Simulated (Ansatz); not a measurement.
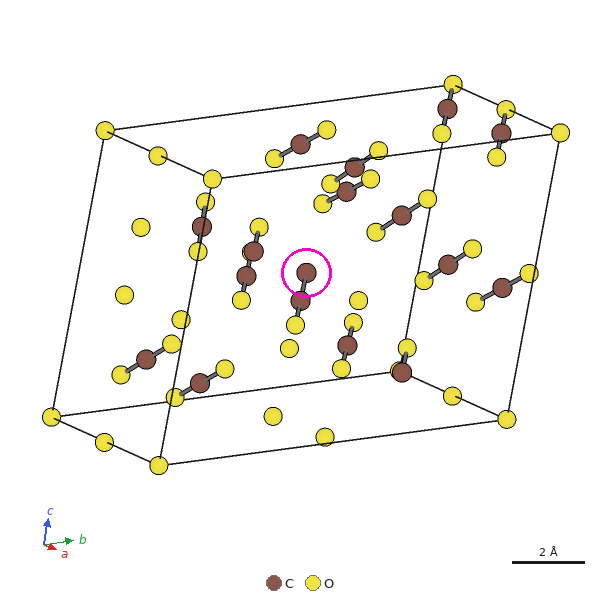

View slightly off an axis, drawn as a ball-and-stick model. The frame is the supercell; atoms at its boundary are shown with their periodic copies. The host is CO$_{2}$, in a cell of 48 sites, and the cell is neutral. A ring marks the defect's site.

**What kind of defect was put in?**

Carbon on an oxygen site (an antisite). It is bonded to one C at about 1.4 Å.

The atoms were relaxed in the host's cell with Ansatz, DFT PBE+D3(BJ), scalar-relativistic, plane waves, PAW.
